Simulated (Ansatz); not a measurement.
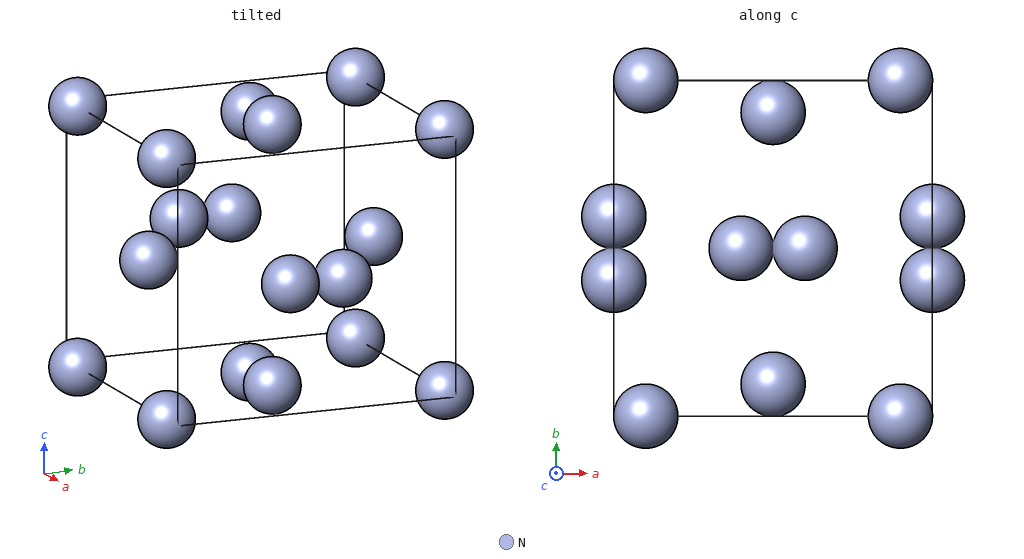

This spheres-only model is shown slightly off an axis and along the c axis. Thin lines show the conventional unit cell, with boundary atoms drawn in all their periodic places.

N, space group Cmmm (No. 65), a = 5.455 Å, b = 5.748 Å, c = 5.133 Å, α = 90.00°, β = 90.00°, γ = 90.00°. Its origin is a structure listed in the Materials Project. The cell was then strained or its atoms displaced on purpose. A calculation with Ansatz used it as input.

This one geometry was computed with Ansatz (DFT, plane waves, PAW) at three levels of theory: HSE06, PBE and r2SCAN.

Which level gives the highest pressure at this volume, and what does that say about its equilibrium volume?

Answer. Highest: PBE (2.7 GPa), which points to the largest equilibrium volume. Lowest, with the smallest volume: HSE06 (-0.2 GPa). Levels within 0.5 GPa of each other can't be told apart.

How does the band gap change with the level of theory?

Answer. PBE: a gap of 6.82 eV, indirect; r2SCAN: a gap of 7.47 eV, indirect; HSE06: a gap of 9.11 eV, indirect.

Collect the results in a table.

Answer.
| level | cutoff (eV) | k-mesh of the run's cell | gap (eV) | pressure (GPa) |
| --- | --- | --- | --- | --- |
| HSE06 | 420 | 4×4×4 | 9.11 | -0.2 |
| PBE | 420 | 6×6×6 | 6.82 | 2.7 |
| r2SCAN | 500 | 6×6×6 | 7.47 | 0.3 |

Gaps are taken on the k-mesh or band path of each run.
